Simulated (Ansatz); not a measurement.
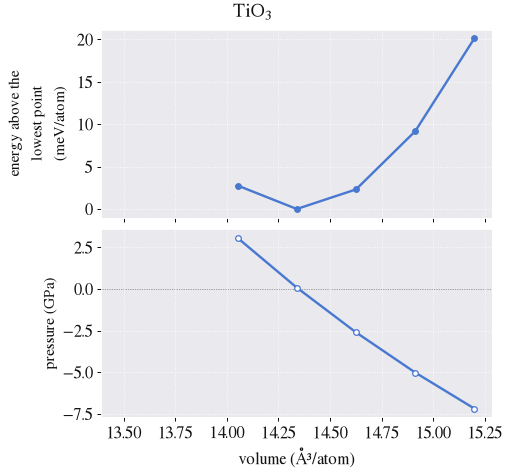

The figure shows the energy above the lowest point and pressure against volume for TiO₃, space group Pm-3m (No. 221) (one of a set of cubic test structures, which need not be the stable phase).

Method: equation of state of a cubic crystal from periodic Kohn-Sham density functional theory without spin, third-order Birch-Murnaghan fit to the free energies; pressure corrected for the finite basis (Ansatz 0.2.0 development build). Level: PBE.

- structure type: ReO3
- atoms in cell: 4
- space group number: 221
- lattice centring: simple cubic
- k mesh: 28×28×28
- occupation method: Fermi–Dirac
- occupation width: 0.06123 eV
- wave cutoff: 420 eV
- datasets: soft-1 PAW
- density tolerance: 1e−07 eV
- bands: 19
- density cutoff ratio: 4
- search for lower states: default

The points at volume 13.48 Å³/atom and 13.77 Å³/atom are left out of the plot. What values does the calculation give there?

| volume (Å³/atom) | energy above the lowest point (meV/atom) | pressure (GPa) |
| --- | --- | --- |
| 13.48 | 25.8 | 10.1 |
| 13.77 | 11.2 | 6.4 |

Keep in mind: cubic model structure, not the ambient form; no spin polarisation, a magnetic state may lie lower.
